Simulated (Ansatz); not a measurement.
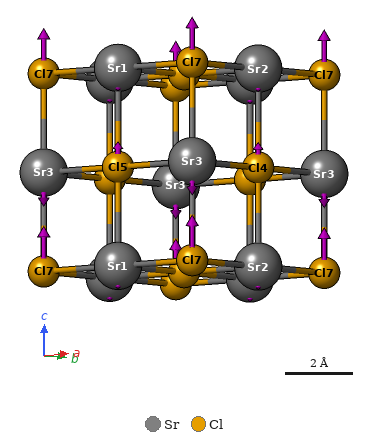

Lattice vibrations of crystalline Sr₃Cl₄ (a generated structure), space group Pm-3m (No. 221), at the zone centre. The optical levels lie at 62 (×3), 67 (×3), 86 (×3), 170 (×3), 175 (×3), 192 (×3) cm⁻¹. One mode is drawn. Displacements are drawn as purple arrows; their common scale and sign are arbitrary. A ball-and-stick model of the cell of the calculation, seen from a free direction.

Computed with Ansatz 0.2.0, DFT PBE, scalar-relativistic, plane waves, PAW. (plane-wave cutoff 420 eV; k-point mesh 6 × 6 × 6; occupations fermi dirac; smearing width 0.15 eV; no spin polarisation)

The frequencies depend somewhat on the k-mesh and the smearing.

Which of these frequencies is the drawn mode's?

The level at 192 cm⁻¹. This is the T₁u mode (triply degenerate; one member of the set is drawn), the highest optical level, infrared-active by symmetry. All motion is along c; it stretches the shortest Cl–Sr bonds (2.99 Å); the kinetic energy is shared as Cl 68 %, Sr 32 %. The crystal is a metal, so free carriers screen the infrared response.
